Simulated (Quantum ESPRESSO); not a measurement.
## Energy of FeO along an even scaling of the cell

System: FeO (2 atoms in the cell).
Method: Kohn-Sham DFT of a periodic cell, PBE, SSSP 1.3 efficiency PBE, spin-polarised (Quantum ESPRESSO 7.5).

The 7 runs differ only in the geometry, by an even scaling of the cell at fixed fractional positions. The structure derives from an entry of the Crystallography Open Database.

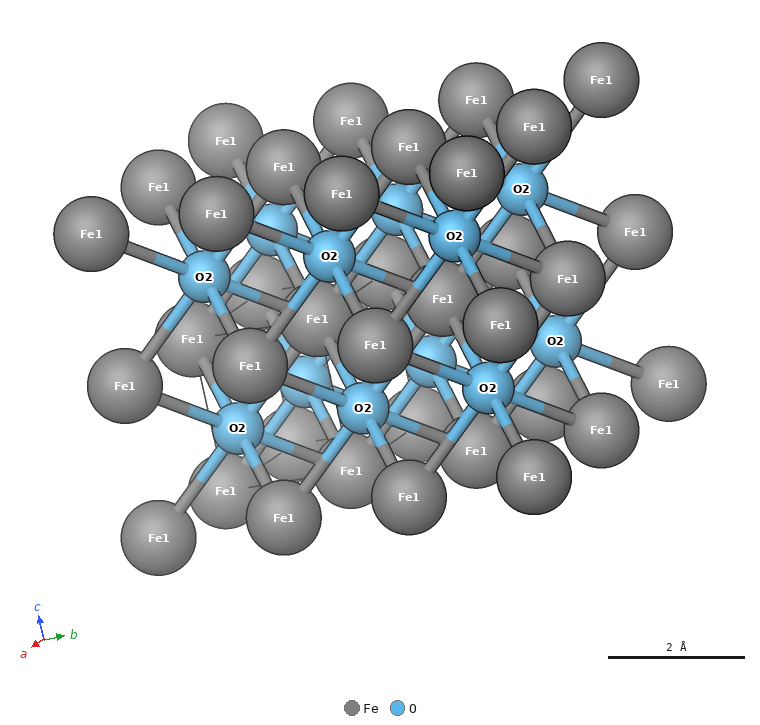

Figure 1. The structure of run 4 (ball-and-stick view of the reduced cell, repeated 2 × 3 × 2, seen slightly off an axis; atoms are numbered from 1 in the order of the input).

**Input file of run 4**
```
&CONTROL
  calculation = 'scf'
  prefix = 'pwscf'
  outdir = './tmp'
  pseudo_dir = './pseudo'
  tprnfor = .true.
  tstress = .true.
  disk_io = 'low'
/
&SYSTEM
  ibrav = 0
  nat = 2
  ntyp = 2
  ecutwfc = 64
  ecutrho = 782
  nbnd = 21
  occupations = 'smearing'
  smearing = 'fd'
  degauss = 0.00367493
  nspin = 2
  starting_magnetization(1) = 0.1875
  starting_magnetization(2) = 0
/
&ELECTRONS
  conv_thr = 4d-10
  electron_maxstep = 120
  mixing_beta = 0.3
/
ATOMIC_SPECIES
Fe    55.8450 Fe.pbe-spn-kjpaw_psl.0.2.1.UPF
O     15.9990 O.pbe-n-kjpaw_psl.0.1.UPF
CELL_PARAMETERS angstrom
   1.5188209023    0.8768916568    2.5195772846
  -1.5188209023    0.8768916568    2.5195772846
   0.0000000000   -1.7537833136    2.5195772846
ATOMIC_POSITIONS crystal
Fe     0.0000000000    0.0000000000    0.0000000000
O      0.5000000000    0.5000000000    0.5000000000
K_POINTS automatic
11 11 11 0 0 0
```

**File pp_density.in of run 4**
```
&INPUTPP
  prefix = 'pwscf'
  outdir = './tmp'
  filplot = 'density.dat'
  plot_num = 0
/
&PLOT
  nfile = 1
  filepp(1) = 'density.dat'
  iflag = 3
  output_format = 6
  fileout = 'density.cube'
/
```

**File pp_potential.in of run 4**
```
&INPUTPP
  prefix = 'pwscf'
  outdir = './tmp'
  filplot = 'potential.dat'
  plot_num = 11
/
&PLOT
  nfile = 1
  filepp(1) = 'potential.dat'
  iflag = 3
  output_format = 6
  fileout = 'potential.cube'
/
```

**File pp_spin.in of run 4**
```
&INPUTPP
  prefix = 'pwscf'
  outdir = './tmp'
  filplot = 'spin.dat'
  plot_num = 6
/
&PLOT
  nfile = 1
  filepp(1) = 'spin.dat'
  iflag = 3
  output_format = 6
  fileout = 'spin.cube'
/
```

Command:
```bash
OMP_NUM_THREADS=1 mpirun -n 2 pw.x -nk 2 -in pw.in > pw.out
OMP_NUM_THREADS=1 mpirun -n 1 pp.x -in pp_density.in > pp_density.out
OMP_NUM_THREADS=1 mpirun -n 1 pp.x -in pp_potential.in > pp_potential.out
OMP_NUM_THREADS=1 mpirun -n 1 pp.x -in pp_spin.in > pp_spin.out
```

Lattice vectors (Å) and fractional positions of run 4:
```
   1.518821    0.876892    2.519577
  -1.518821    0.876892    2.519577
   0.000000   -1.753783    2.519577
Fe  0.000000  0.000000  0.000000
O   0.500000  0.500000  0.500000
```

Run 3 has the same physical settings and fractional positions; its lattice vectors (Å) are:
```
   1.508627    0.871006    2.502667
  -1.508627    0.871006    2.502667
   0.000000   -1.742013    2.502667
```

**Results, with one run withheld**

```csv
run,volume per atom (Å³),"free energy per atom, from the lowest run given (meV)",pressure (GPa)
1,9.463,21.76,10.64
2,9.664,8.99,5.88
3,9.866,?,?
4,10.067,0.00,−2.21
5,10.268,2.68,−5.63
6,10.470,9.45,−8.69
7,10.671,19.99,−11.43
```

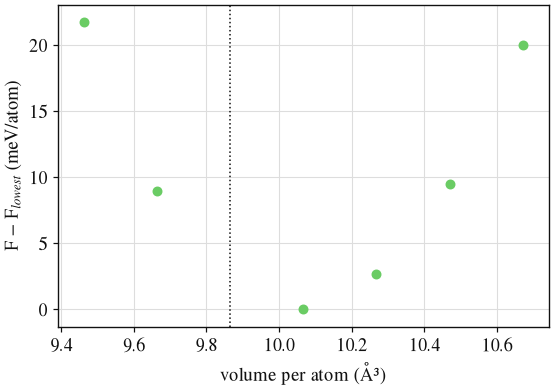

Figure 2. Free energy per atom of the runs given; the dotted line marks run 3.

What should run 3 give?

A cubic polynomial in V^(−2/3) (the Birch–Murnaghan form), fitted to the 6 runs given, misses them by at most 0.03 meV per atom. With x = V^(−2/3) − 0.21423 Å⁻², it reads F = 0.055302 − 302.62 x + 2.8174e+05 x² + 2.5112e+05 x³ (meV per atom). At run 3 it gives 1.92 meV per atom, and the run itself gives 1.94. The slope of the fit gives a pressure −dF/dV of 3.50 GPa there, and the run prints 1.60 GPa. The two needn't agree exactly: the fit is approximate, and the printed stress is taken on a finite basis. The fit has its minimum at 10.047 Å³ per atom, where V d²F/dV² gives 184 GPa. Cell shape and fractional positions are held, so this is the stiffness under even scaling; the relaxed bulk modulus wasn't computed.

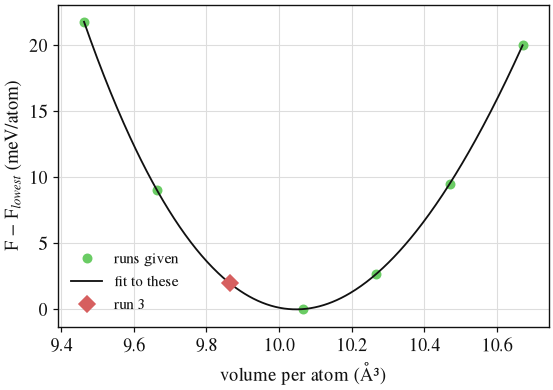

Figure 3. The fit and the withheld run.

**Some lines of the output (run 3)**
```
[...]
     total energy              =    -370.90653643 Ry
     total energy              =    -370.91131236 Ry
     total energy              =    -370.91212969 Ry
     total energy              =    -370.91223950 Ry
     total energy              =    -370.91226932 Ry
     total energy              =    -370.91228169 Ry
     total energy              =    -370.91228551 Ry
     total energy              =    -370.91228739 Ry
     total energy              =    -370.91228827 Ry
     the Fermi energy is    14.7520 ev
!    total energy              =    -370.91228912 Ry
     The total energy is F=E-TS. E is the sum of the following terms:
     Computing stress (Cartesian axis) and pressure
          total   stress  (Ry/bohr**3)                   (kbar)     P=       16.05
```

Notes on the run: negative rho.
